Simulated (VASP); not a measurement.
SnO (space group P4/nmm, No. 129): the end point of a relaxation with VASP Kohn-Sham DFT of a periodic cell, LDA, VASP PAW LDA potentials, recommended (VASP 6.6.1).

Space group P4/nmm:1 (No. 129). a = 3.764 Å, b = 3.764 Å, c = 4.621 Å, α = 90.00°, β = 90.00°, γ = 90.00°

| atom | site | symmetry | x | y | z |
| --- | --- | --- | --- | --- | --- |
| Sn | 2c | 4mm | 0.0000 | 0.5000 | 0.7510 |
| O | 2a | -4m2 | 0.5000 | 0.5000 | 0.0000 |

Bonds are taken as O–Sn below 2.5 Å; no other contact counts. Simplification: prune 0- and 1-connected atoms, fold 2-connected ones into links.

Derive the underlying net.

The result is a uninodal 4-connected, two-periodic (layers) net: Sn and O are 4-connected nodes. It is the sql net, known from the square lattice. The layers lie parallel to (001).

| node | links | point symbol | coordination sequence |
| --- | --- | --- | --- |
| Sn and O | 4 | 4^4.6^2 | 4 8 12 16 |

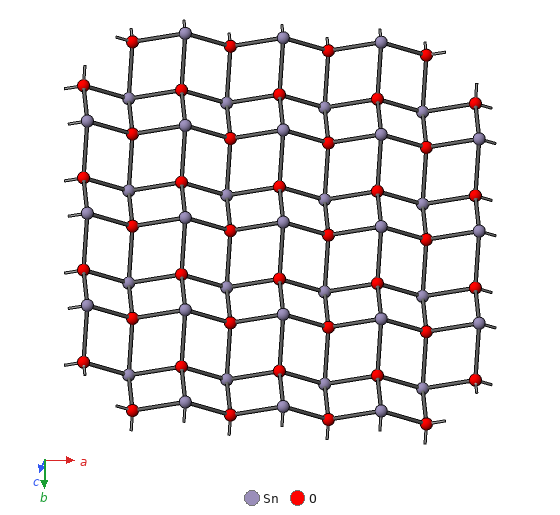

Nodes are coloured by element. One layer is drawn. Edges to nodes outside the piece are drawn as stubs.
